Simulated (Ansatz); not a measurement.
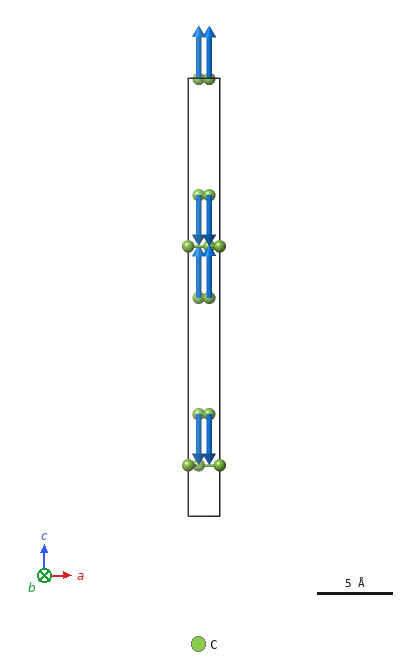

This is a relaxation of solid C (set up in P6_3mc). The starting structure is drawn; blue arrows show the displacements (the part carried along by the change of the cell is left out), magnified 30 times.

The picture is a ball-and-stick view of the cell of the calculation, seen along the b axis.

Theory: DFT LDA, scalar-relativistic, plane waves, PAW (Ansatz).

Input
```yaml
crystal:
  lattice:
    - [2.4562499605, 0.0, 0.0]
    - [-1.2281249803, 2.1271748638, 0.0]
    - [0.0, 0.0, 29.4918787]
  atoms:
    - { symbol: C, position: [0.66666667, 0.33333333, 0.9983718] }
    - { symbol: C, position: [0.66666667, 0.33333333, 0.49837191] }
    - { symbol: C, position: [0.66666667, 0.33333333, 0.73278795] }
    - { symbol: C, position: [0.66666667, 0.33333333, 0.23279033] }
    - { symbol: C, position: [0.0, 0.0, 0.61583799] }
    - { symbol: C, position: [0.33333333, 0.66666667, 0.23278795] }
    - { symbol: C, position: [0.0, 0.0, 0.11583799] }
    - { symbol: C, position: [0.66666667, 0.33333333, 0.61584001] }
    - { symbol: C, position: [0.33333333, 0.66666667, 0.73279033] }
    - { symbol: C, position: [0.33333333, 0.66666667, 0.11584001] }
    - { symbol: C, position: [0.33333333, 0.66666667, 0.4983718] }
    - { symbol: C, position: [0.33333333, 0.66666667, 0.99837191] }
basis:
  ecutwfc: 420
kpoints:
  mp_grid: { grid: [18, 18, 2] }
hamiltonian:
  xc: lda
scf:
  occupations: { method: gaussian, width: 0.1 }
output:
  forces: true
  stress: true
  eigenvalues: true
relax:
  adjacent_minimum: "off"
  f_tol: 0.005
  max_steps: 80
  cell: { stress_tol: 0.05 }
```

Launched with:
```bash
ansatz run input.yaml --threads 4 --pin off --max-ram 12288MiB --backend cpu --events-out ev --progress --plain --runs-dir out
```

**What did the optimiser do to the structure, and how much energy did it gain?**

The largest moves relative to the cell, 0.12 Å, are those of C1, C2, C11 and C12. C12 goes along +c. The volume changes by −1.5 %, with a = b 2.456 → 2.445 Å (−0.5 %), c 29.492 → 29.325 Å (−0.6 %). Some distances before and after: C1–C12 1.418 → 1.412 Å. Within 0.06 Å the space group is P6_3/mmc at the start and P6_3/mmc at the end; at a tighter tolerance small leftover displacements or strains of the cell lower it. After 8 accepted moves (10 points after the start) the energy has fallen by 2.2 meV per atom. Largest force component: 0.021 eV/Å at the start, 0.00016 eV/Å at the end. Pressure: −2.79 GPa at the start and 0.01 GPa at the end. The SCF was repeated twice at an unchanged geometry on a basis and grid sized afresh for the cell, which shifted the energy by 0.5 meV per atom at most. Cost: 87 s on 4 threads of Oxide Virtual Turin-like Processor (Zen 5), with other jobs on the host, peak memory 0.69 GiB.

Limits of the set-up: layers or molecules are held without a dispersion correction, so their spacing is unreliable.
